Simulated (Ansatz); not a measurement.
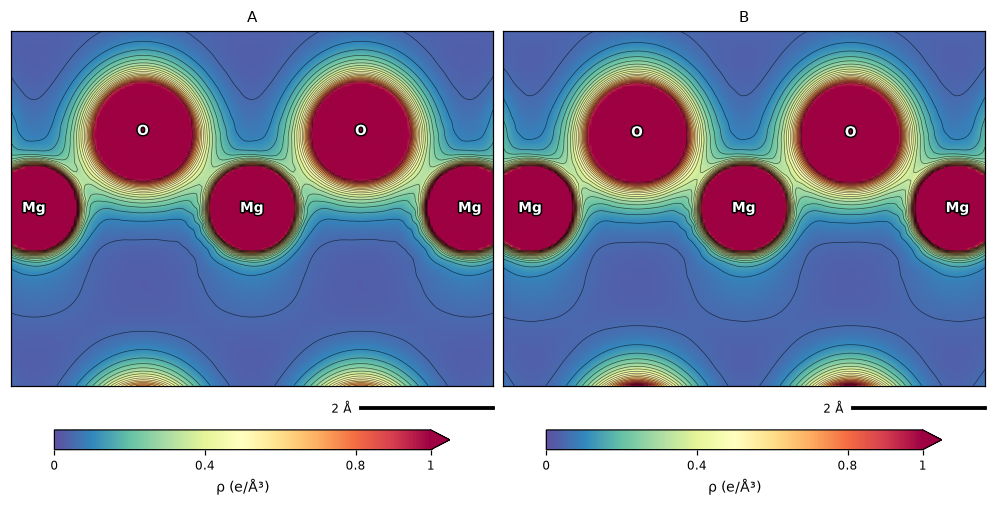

MgO. The valence charge density (pseudo) of two cells that differ in size, on the (11̄0) plane of each (indices in the axes of the calculation cell), at one length scale and on one colour scale: A has 12.8 Å³ an atom and B 12.0.

Level of theory: Kohn-Sham DFT of a periodic cell, PBEsol, Ansatz PAW (Ansatz 0.2.0).

The density is the valence pseudo-density of a PAW calculation; it isn't the true density close to the nuclei.

The larger cell:

```yaml
crystal:
  lattice:
    - [0.00000, 2.33651, 2.33651]
    - [2.33651, 0.00000, 2.33651]
    - [2.33651, 2.33651, 0.00000]
  atoms:
    - { symbol: Mg, position: [0.50000, 0.50000, 0.50000] }
    - { symbol: O, position: [0.75000, 0.75000, 0.75000] }
```

The smaller cell: a = 3.240 Å, b = 3.240 Å, c = 3.240 Å, α = 60.00°, β = 60.00°, γ = 60.00°.

What does the compression do to the bonding and the properties?

From the larger cell to the smaller, Mg–O goes from 2.02 to 1.98 Å, and the density at its midpoint from 0.41 to 0.44 e/Å³; the pressure goes from −7 to −0.5 GPa; the Kohn–Sham gap goes from 3.1 eV to 3.5 eV.
